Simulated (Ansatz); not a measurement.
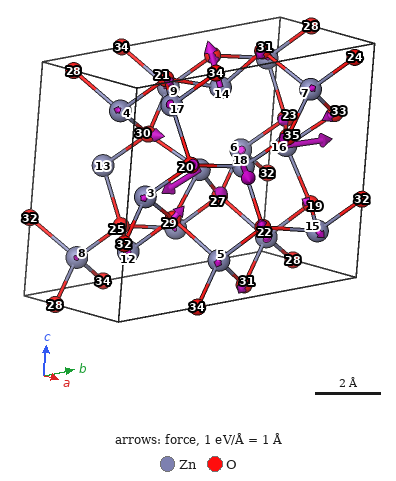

Starting geometry of a defect cell of composition Zn$_{18}$O$_{17}$ (cell charge +2) with the computed forces as purple arrows. Style: ball-and-stick. Shown: the cell of the calculation (origin shifted), slightly off an axis.

Case: O vacancy (site b), charge +2, atoms relaxed at the host's cell.

The calculation used Ansatz, DFT r2SCAN, scalar-relativistic, plane waves, PAW. Set-up: plane-wave cutoff 500 eV; k-point mesh 2 × 2 × 2; occupations gaussian; smearing width 0.01 eV; mesh shifted by (0.5, 0.5, 0.5); no spin polarisation; atoms relaxed in a fixed cell; force threshold 0.025 eV/Å; at most 45 steps.

Question: Is this structure relaxed? If not, where do the atoms go?

Answer: It isn't relaxed: the largest force vector, on a Zn atom, is 1.67 eV/Å. The final displacements follow the starting forces only in part (cosine between the two patterns 0.79). Over 6 accepted moves (7 points after the start) the energy falls by 2.447 eV per cell of the calculation. Largest force component: 1.6 eV/Å at the start, 0.012 eV/Å at the end. 1 step only repeated the SCF at the same geometry. A Zn atom moves most: 0.75 Å along [−1 −1 −1]. By element the largest moves are Zn 0.75 Å, O 0.09 Å. The cell stays as it was. Near-neighbour distances that change, for instance: O–Zn 2.033 → 1.890 Å, O–Zn 2.007 → 1.887 Å, O–Zn 2.016 → 1.898 Å, O–Zn 1.985 → 1.887 Å. Bond angles that change, for instance: Zn–O–Zn 115.6° → 95.8°, Zn–O–Zn 116.7° → 100.1°, Zn–O–Zn 115.7° → 100.1°.

Limits of the set-up: the periodic images lie only 7.7 Å apart, so the values are limited by the cell's size; the cell is charged, on a uniform background, and energies carry no finite-size correction.
